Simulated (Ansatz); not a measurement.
Run report: Sn₁₅O₁₆, geometry relaxation (part 3 of 3)

Sn₁₅O₁₆ (defect cell, 31 atoms in the cell); DFT PBE+D3(BJ), scalar-relativistic, plane waves, PAW, no spin polarisation (Ansatz 0.2.0); cutoff 420 eV, 4×4×4 k-mesh, Gaussian smearing of 0.1 eV. The structure derives from an entry of the Crystallography Open Database.

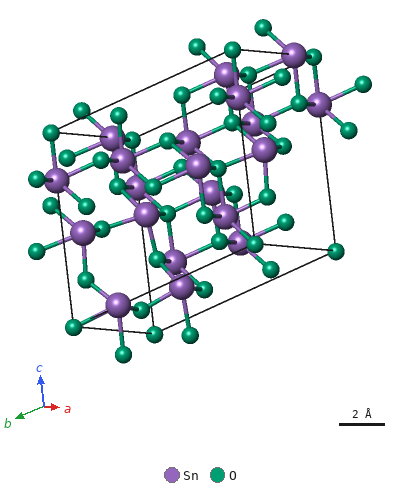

**Figure 1.** The geometry at step 3 of the log (ball-and-stick view of the cell of the calculation, seen at an oblique angle; bonded neighbours outside the cell are drawn too).

Output, continued
```
--- Relaxed structure (6 steps of the walk, 6 accepted, 0 SCFs on fresh bases) ---
  F+E_penalty+E_count = -99447.83095169 eV   max|allowed force component| = 2.159e-2 eV/Å
  atoms:
    - { symbol: Sn, position: [0.24599750624431152, 0.2417342839529325, 0.24999999999999997] }
    - { symbol: Sn, position: [0.7417342839529325, 0.7459975062443115, 0.24999999999999997] }
    - { symbol: Sn, position: [0.9901507040478805, 0.4901507040478805, 0.24999999999999997] }
    - { symbol: Sn, position: [0.2459975062443116, 0.7459975062443116, 0.754263222291379] }
    - { symbol: Sn, position: [0.49977332026556365, 0.49977332026556365, 0.7499999999999999] }
    - { symbol: Sn, position: [0.9997733202655634, 0.9997733202655634, 0.7499999999999999] }
    - { symbol: Sn, position: [0.7417342839529325, 0.2417342839529325, 0.7457367777086208] }
    - { symbol: Sn, position: [0.7543888605377362, -0.0018838284360255808, -0.006272688973761825] }
    - { symbol: Sn, position: [0.4981161715639745, 0.25438886053773624, -0.006272688973761824] }
    - { symbol: Sn, position: [0.016930543036653756, 0.7597454143666776, 0.007185128669976238] }
    - { symbol: Sn, position: [0.25974541436667764, 0.5169305430366539, 0.007185128669976238] }
    - { symbol: Sn, position: [0.5025602856967014, 0.7597454143666778, 0.4928148713300237] }
    - { symbol: Sn, position: [0.7543888605377363, 0.5106615495114981, 0.5062726889737618] }
    - { symbol: Sn, position: [0.2597454143666777, 0.002560285696701428, 0.4928148713300237] }
    - { symbol: Sn, position: [0.010661549511498128, 0.25438886053773624, 0.5062726889737618] }
    - { symbol: O, position: [0.22964353095436912, 0.729643530954369, -0.021366947261063075] }
    - { symbol: O, position: [0.0017843046617728557, 0.0025770408130915846, -0.005350467606504228] }
    - { symbol: O, position: [0.5025770408130915, 0.5017843046617727, -0.005350467606504228] }
    - { symbol: O, position: [0.744711057402601, 0.24471105740260113, -0.0012842391666830094] }
    - { symbol: O, position: [-0.004004703430715805, 0.49599529656928415, 0.501284239166683] }
    - { symbol: O, position: [0.25713477226827713, 0.25792750841959583, 0.5053504676065043] }
    - { symbol: O, position: [0.7579275084195956, 0.7571347722682769, 0.5053504676065043] }
    - { symbol: O, position: [0.5010104782154322, 0.001010478215432228, 0.5213669472610631] }
    - { symbol: O, position: [0.5010104782154321, 0.729643530954369, 0.24999999999999997] }
    - { symbol: O, position: [0.2296435309543691, 0.0010104782154321448, 0.24999999999999997] }
    - { symbol: O, position: [0.744711057402601, 0.4959952965692841, 0.24999999999999997] }
    - { symbol: O, position: [-0.004004703430715805, 0.24471105740260116, 0.24999999999999997] }
    - { symbol: O, position: [0.257134772268277, 0.5017843046617727, 0.7492072638486811] }
    - { symbol: O, position: [0.5025770408130915, 0.25792750841959583, 0.7507927361513187] }
    - { symbol: O, position: [0.0017843046617728002, 0.757134772268277, 0.7492072638486811] }
    - { symbol: O, position: [0.7579275084195958, 0.0025770408130916063, 0.7507927361513187] }
```

Trajectory as extended XYZ (Å, eV, eV/Å), 3 of the 6 frames kept, from step=1 to step=6
```
31
Lattice="0.0000 7.6731 4.7595 0.0000 -7.6731 4.7595 7.6731 0.0000 -4.7595" Properties=species:S:1:pos:R:3:forces:R:3 step=1 energy=-99446.51808
Sn    1.9183    0.0000    1.1588    0.0000   1.1629  -0.6940
Sn    1.9183    0.0000    5.9182    0.0000  -1.1629  -0.6940
Sn    1.9183    3.8366    5.9182    0.0000   0.0000   0.0653
Sn    5.7548   -3.8366    1.1588    1.1629   0.0000  -0.6940
Sn    5.7548    0.0000    1.1588    0.0000   0.0000  -0.2804
Sn    5.7548    0.0000    5.9182    0.0000   0.0000  -0.2804
Sn    5.7548    3.8366    1.1588   -1.1629   0.0000  -0.6940
Sn    0.0000    5.7548    3.6007   -0.1675   0.1675   0.0038
Sn    0.0000    1.9183    3.6007   -0.1675  -0.1675   0.0038
Sn    0.0000   -5.7548    3.6007    1.0980   1.0980   1.2990
Sn    0.0000   -1.9183    3.6007    1.0980  -1.0980   1.2990
Sn    3.8366   -1.9183    3.6007   -1.0980  -1.0980   1.2990
Sn    3.8366    1.9183    3.6007    0.1675  -0.1675   0.0038
Sn    3.8366    1.9183   -1.1588   -1.0980   1.0980   1.2990
Sn    3.8366   -1.9183   -1.1588    0.1675   0.1675   0.0038
O     0.0000   -3.8366    4.7595   -1.6371   0.0000  -0.5977
O     0.0000    0.0000    0.0000   -0.3513  -0.2090   0.0972
O     0.0000    0.0000    4.7595   -0.3513   0.2090   0.0972
O     0.0000    3.8366    4.7595    0.1414   0.0000  -0.0818
O     3.8366   -3.8366    0.0000   -0.1414   0.0000  -0.0818
O     3.8366    0.0000    0.0000    0.3513  -0.2090   0.0972
O     3.8366    0.0000    4.7595    0.3513   0.2090   0.0972
O     3.8366    3.8366    0.0000    1.6371   0.0000  -0.5977
O     1.9183   -1.9183    4.7595    0.0000   1.6371  -0.5977
O     1.9183    1.9183    0.0000    0.0000  -1.6371  -0.5977
O     1.9183    1.9183    4.7595    0.0000   0.1414  -0.0818
O     1.9183   -1.9183    0.0000    0.0000  -0.1414  -0.0818
O     5.7548   -1.9183    0.0000   -0.2090   0.3513   0.0972
O     5.7548    1.9183    0.0000    0.2090  -0.3513   0.0972
O     5.7548   -5.7548    0.0000   -0.2090  -0.3513   0.0972
O     5.7548    5.7548    0.0000    0.2090   0.3513   0.0972
31
Lattice="0.0000 7.6731 4.7595 0.0000 -7.6731 4.7595 7.6731 0.0000 -4.7595" Properties=species:S:1:pos:R:3:forces:R:3 step=3 energy=-99447.80398
Sn    1.9183    0.0255    1.1319    0.0000  -0.0380   0.0390
Sn    1.9183   -0.0255    5.8914    0.0000   0.0380   0.0390
Sn    1.9183    3.8366    5.8627    0.0000   0.0000  -0.0558
Sn    5.7803   -3.8366    1.1319   -0.0380   0.0000   0.0390
Sn    5.7548    0.0000    1.1817    0.0000   0.0000  -0.0934
Sn    5.7548    0.0000    5.9411    0.0000   0.0000  -0.0934
Sn    5.7293    3.8366    1.1319    0.0380   0.0000   0.0390
Sn   -0.0458    5.8006    3.6038   -0.0377   0.0377   0.0106
Sn   -0.0458    1.8725    3.6038   -0.0377  -0.0377   0.0106
Sn    0.0610   -5.6938    3.6744    0.0414   0.0414  -0.0232
Sn    0.0610   -1.9793    3.6744    0.0414  -0.0414  -0.0232
Sn    3.7755   -1.9793    3.6744   -0.0414  -0.0414  -0.0232
Sn    3.8824    1.8725    3.6038    0.0377  -0.0377   0.0106
Sn    3.7755    1.9793   -1.0850   -0.0414   0.0414  -0.0232
Sn    3.8824   -1.8725   -1.1556    0.0377   0.0377   0.0106
O    -0.1661   -3.8366    4.6964    0.1392   0.0000  -0.0998
O    -0.0337    0.0101    0.0312   -0.1032  -0.1998   0.0608
O    -0.0337   -0.0101    4.7907   -0.1032   0.1998   0.0608
O    -0.0173    3.8366    4.7124    0.1158   0.0000   0.0124
O     3.8539   -3.8366   -0.0471   -0.1158   0.0000   0.0124
O     3.8703    0.0101    0.0312    0.1032  -0.1998   0.0608
O     3.8703   -0.0101    4.7907    0.1032   0.1998   0.0608
O     4.0026    3.8366   -0.0630   -0.1392   0.0000  -0.0998
O     1.9183   -1.7522    4.6964    0.0000  -0.1392  -0.0998
O     1.9183    1.7522   -0.0630    0.0000   0.1392  -0.0998
O     1.9183    1.9010    4.7124    0.0000   0.1158   0.0124
O     1.9183   -1.9010   -0.0471    0.0000  -0.1158   0.0124
O     5.7649   -1.8845    0.0312   -0.1998   0.1032   0.0608
O     5.7448    1.8845    0.0312    0.1998  -0.1032   0.0608
O     5.7649   -5.7886    0.0312   -0.1998  -0.1032   0.0608
O     5.7448    5.7886    0.0312    0.1998   0.1032   0.0608
31
Lattice="0.0000 7.6731 4.7595 0.0000 -7.6731 4.7595 7.6731 0.0000 -4.7595" Properties=species:S:1:pos:R:3:forces:R:3 step=6 energy=-99447.83095
Sn    1.9183    0.0327    1.1315    0.0000  -0.0041   0.0037
Sn    1.9183   -0.0327    5.8909    0.0000   0.0041   0.0037
Sn    1.9183    3.8366    5.8556    0.0000   0.0000   0.0119
Sn    5.7875   -3.8366    1.1315   -0.0041   0.0000   0.0037
Sn    5.7548    0.0000    1.1877    0.0000   0.0000   0.0078
Sn    5.7548    0.0000    5.9472    0.0000   0.0000   0.0078
Sn    5.7221    3.8366    1.1315    0.0041   0.0000   0.0037
Sn   -0.0481    5.8030    3.6114   -0.0067   0.0067   0.0037
Sn   -0.0481    1.8701    3.6114   -0.0067  -0.0067   0.0037
Sn    0.0551   -5.6997    3.6624    0.0025   0.0025  -0.0216
Sn    0.0551   -1.9734    3.6624    0.0025  -0.0025  -0.0216
Sn    3.7814   -1.9734    3.6624   -0.0025  -0.0025  -0.0216
Sn    3.8847    1.8701    3.6114    0.0067  -0.0067   0.0037
Sn    3.7814    1.9734   -1.0971   -0.0025   0.0025  -0.0216
Sn    3.8847   -1.8701   -1.1481    0.0067   0.0067   0.0037
O    -0.1640   -3.8366    4.6674   -0.0134   0.0000   0.0107
O    -0.0411   -0.0061    0.0462    0.0084  -0.0030   0.0013
O    -0.0411    0.0061    4.8057    0.0084   0.0030   0.0013
O    -0.0099    3.8366    4.7152    0.0153   0.0000  -0.0060
O     3.8464   -3.8366   -0.0442   -0.0153   0.0000  -0.0060
O     3.8776   -0.0061    0.0462   -0.0084  -0.0030   0.0013
O     3.8776    0.0061    4.8057   -0.0084   0.0030   0.0013
O     4.0005    3.8366   -0.0921    0.0134   0.0000   0.0107
O     1.9183   -1.7543    4.6674    0.0000   0.0134   0.0107
O     1.9183    1.7543   -0.0921    0.0000  -0.0134   0.0107
O     1.9183    1.9084    4.7152    0.0000   0.0153  -0.0060
O     1.9183   -1.9084   -0.0442    0.0000  -0.0153  -0.0060
O     5.7488   -1.8772    0.0462   -0.0030  -0.0084   0.0013
O     5.7609    1.8772    0.0462    0.0030   0.0084   0.0013
O     5.7488   -5.7959    0.0462   -0.0030   0.0084   0.0013
O     5.7609    5.7959    0.0462    0.0030  -0.0084   0.0013
```

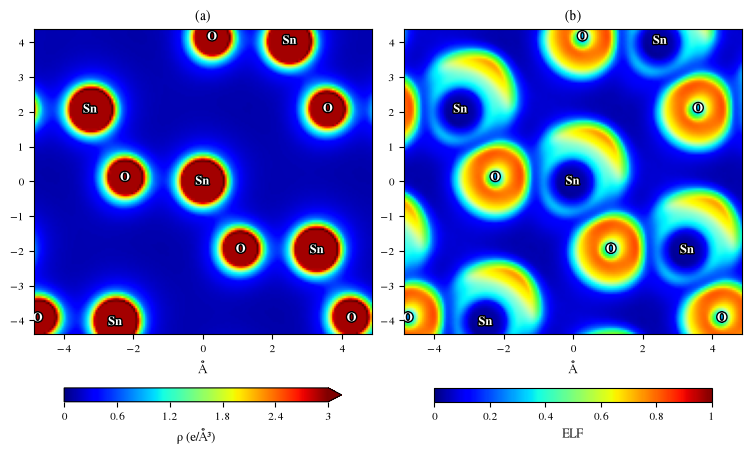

**Figure 2.** (a) valence electron density; (b) electron localisation function on the (001) plane of the calculation cell. The section cuts through Sn and O sites. Sn–O (2.20 Å): ρ at the midpoint is about 0.5 e/Å³; the ELF is about 0.20 at the midpoint; a polar contact without a shared pair, in a metal. Sn–O (2.24 Å): ρ is about 0.45 e/Å³ halfway; the ELF is about 0.20 at the midpoint (a polar contact without a shared pair, in a metal). Away from the nuclei the density in this plane falls to 0.02 e/Å³ at its lowest. Core electrons are frozen (PAW), so the fields are smoothed inside the atomic spheres.

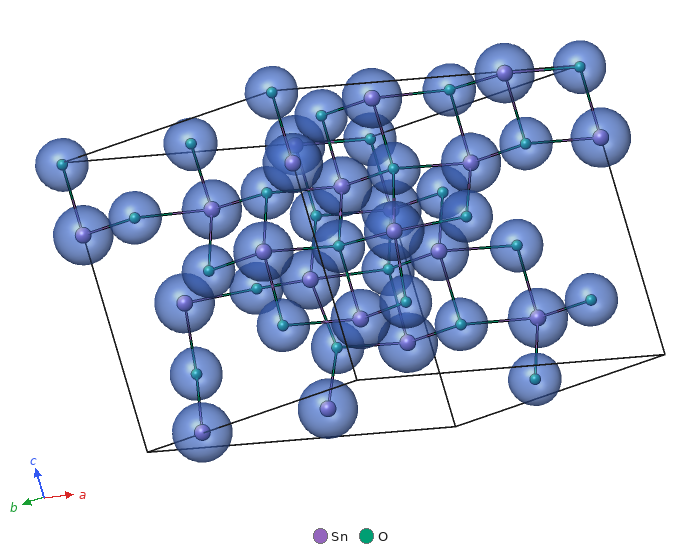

**Figure 3.** Isosurface of the valence charge density (pseudo) at 1 e/Å³ (blue), seen at an oblique angle. Sticks mark near contacts. The outline is the calculation cell. At this value the density breaks into separate islands; it holds about 65 % of the electrons treated as valence (semicore included). It is pinched off along the Sn–O (2.11 Å), Sn–O (2.20 Å), Sn–O (2.24 Å) and Sn–O (2.29 Å) contacts. On the grid the lowest density along these lines, outside the cores, is 0.6 e/Å³ (Sn–O, 2.11 Å), 0.5 e/Å³ (Sn–O, 2.20 Å), 0.46 e/Å³ (Sn–O, 2.24 Å) and 0.41 e/Å³ (Sn–O, 2.29 Å).

Results in brief

```json
{"quantity": "outcome", "value": "converged"}
{"quantity": "electrons treated", "value": "306"}
{"quantity": "free energy", "value": "−99447.8310 eV"}
{"quantity": "Fermi energy", "value": "8.595 eV"}
{"quantity": "gap on the k-point mesh", "value": "none (metallic)"}
{"quantity": "final volume", "value": "560.44 Å³"}
{"quantity": "largest force (length of the vector) at the end", "value": "0.022 eV/Å"}
{"quantity": "hardware", "value": "8 threads of Intel Xeon @ 2.70GHz, 189 GiB of memory available, shared host"}
{"quantity": "wall time", "value": "2.5 min (CPU time 19 min)"}
{"quantity": "peak memory", "value": "3.8 GiB"}
```
